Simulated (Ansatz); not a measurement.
## Run report: CoSi, single-point calculation (part 3 of 3)

CoSi (4 atoms in the cell); DFT r2SCAN, scalar-relativistic, plane waves, PAW, spin-polarised (Ansatz 0.2.0); cutoff 500 eV, 10×10×10 k-mesh, Gaussian smearing of 0.1 eV, collinear spins. The structure derives from a Materials Project entry.

Geometry of the input (Å; fractional positions):
```
0.0000  -3.8701  0.0000
3.8701  0.0000  0.0000
-1.9350  1.9350  4.9382
Co 0.2500  0.7500  0.5000
Co 0.7500  0.2500  0.5000
Si 0.6338  0.6338  0.2675
Si 0.3662  0.3662  0.7325
```

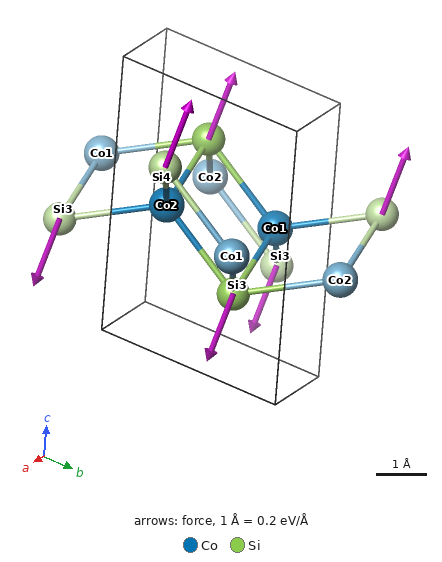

**Figure 1.** Forces on the atoms as pink arrows (ball-and-stick view of the cell of the calculation, seen slightly off an axis; neighbours outside the cell are drawn fainter; atoms are numbered from 1 in the order of the input). The largest act on Si3, Si4 (0.30 eV/Å). The geometry is not a stationary point of this energy.

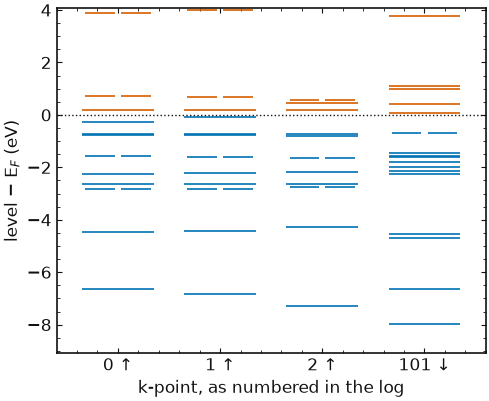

**Figure 2.** Kohn–Sham levels near the Fermi level (dotted) at the few k-points that the log prints; levels within 0.02 eV of each other stand side by side. The system is metallic on the full mesh.

### Results in brief

```csv
quantity,value
outcome,converged
electrons treated,42
free energy,−11540.3497 eV
Fermi energy,7.552 eV
gap on the k-point mesh,none (metallic)
net moment of the cell,0.00 μB
integrated absolute moment,0.00 μB
largest force (length of the vector),0.302 eV/Å
wall time,6.3 min (CPU time 12 min)
peak memory,0.82 GiB
```

### Notes

The program warns: some starting moments were not kept; the state was not tested for a lower one.
